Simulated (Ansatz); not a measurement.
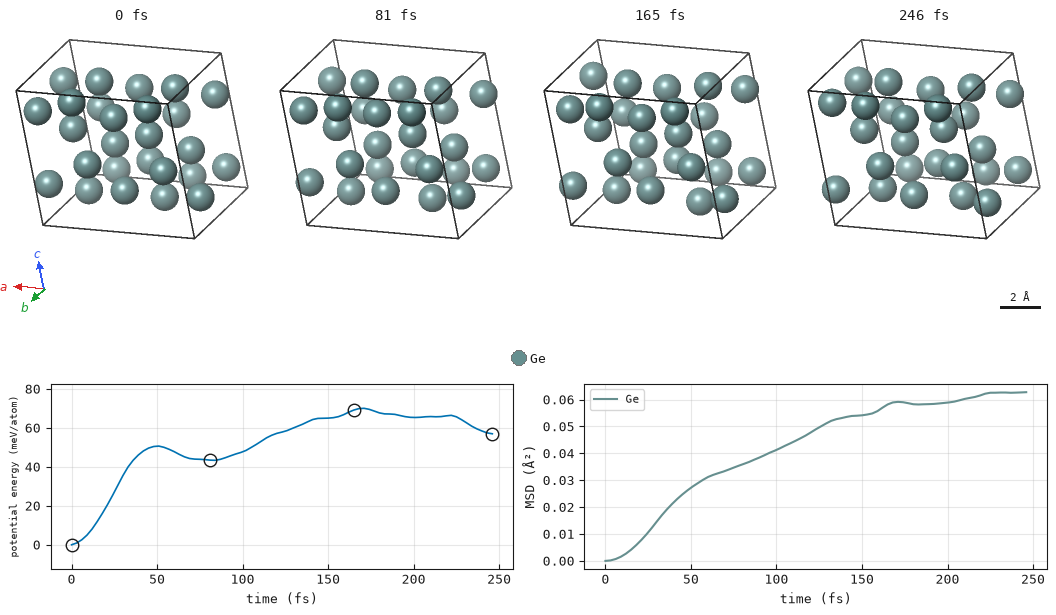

First-principles dynamics of a 24-atom cell of Ge (set up in Fmmm), 246 fs long. Frames and the history of the run. The picture is a spheres-only view of the simulation cell, seen from a free direction.

Method: Ansatz, DFT PBEsol, scalar-relativistic, plane waves, PAW. Set-up: plane-wave cutoff 420 eV; k-point mesh 2 × 2 × 2; Fermi-Dirac smearing 0.0517 eV; volume 1.01 times that of the relaxed crystal; Langevin thermostat (NVT); set temperature 600 K; time step 3 fs; friction 0.02 per fs.

> Describe the run.

In the second half of the run the atoms are, in the root-mean-square, this far from where they began (common drift taken out): Ge 0.24 Å. That is small against the typical shortest distance between atoms in the first frame, about 2.6 Å: the atoms vibrate about their sites and the arrangement holds. The mean temperature in the second half is 500 K (standard deviation 61 K). The potential energy in the second half lies on average 64.6 meV per atom above the first frame. The mean pressure there is 1.4 GPa.

Limits of the set-up: the k-point mesh is coarse for a cell with partly filled bands.
